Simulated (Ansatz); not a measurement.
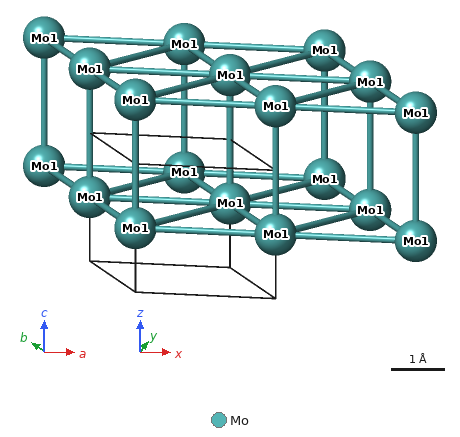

Crystalline Mo (P6/mmm): the cell is strained in shear in the xz plane, with the atoms kept at their fractional coordinates. x, y and z are the Cartesian axes of the input. The picture shows the reference cell. The picture is a ball-and-stick view of the cell of the calculation, repeated 2 × 2 × 2 with one cell outlined, seen slightly off an axis.

All numbers below come from DFT r2SCAN, scalar-relativistic, plane waves, PAW (Ansatz 0.2.0). Settings: plane-wave cutoff 500 eV; k-point mesh 24 × 24 × 24; occupations gaussian; smearing width 0.15 eV; no spin polarisation. Energies (free energies at the smearing named) are counted from the relaxed crystal.

```xyz
1
Lattice="2.7488 0.0000 0.0000 -1.3744 2.3805 0.0000 0.0000 0.0000 2.5339" Properties=species:S:1:pos:R:3 pbc="T T T"
Mo    0.0000    0.0000    1.2670
```

> What energies does the calculation give (the strain: −0.040, −0.030, −0.020, −0.010, 0.000, 0.010, 0.020, 0.030, 0.035, 0.040)?

```csv
engineering shear strain,E − E(ref) (meV/atom)
−0.040,−8.4
−0.030,−4.7
−0.020,−2.1
−0.010,−0.5
0.000,0.0
0.010,−0.5
0.020,−2.1
0.030,−4.7
0.035,−6.4
0.040,−8.4
```

Points that are alike by symmetry were computed once.

The lowest computed point lies at the strain −0.04 and 0.04 (by symmetry) (−8.4 meV/atom). A local maximum lies at 0.00 (0.0 meV/atom). The energy is still falling at the end of the range, so the minimum along this coordinate lies there or beyond. The curvature at zero strain, (1/V) d²E/dε², is about -100 GPa; it is C₅₅ with clamped ions, and its negative sign marks an elastic instability. The distortion takes the space group from P6/mmm to C2/m. At the strain −0.04 the cell of the drawing goes a 2.749 → 2.749 Å, c 2.534 → 2.534 Å, α 90.0° → 88.9°, β 90.0° → 92.3°.

The computed profile (hollow markers are points alike by symmetry):

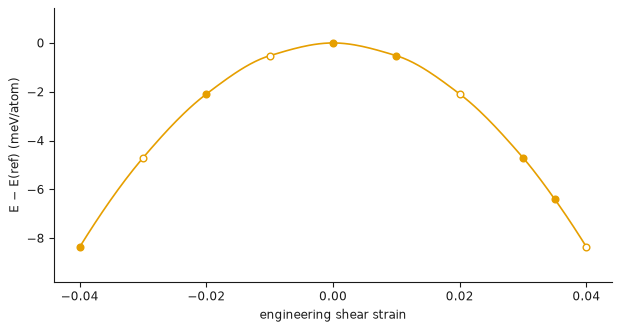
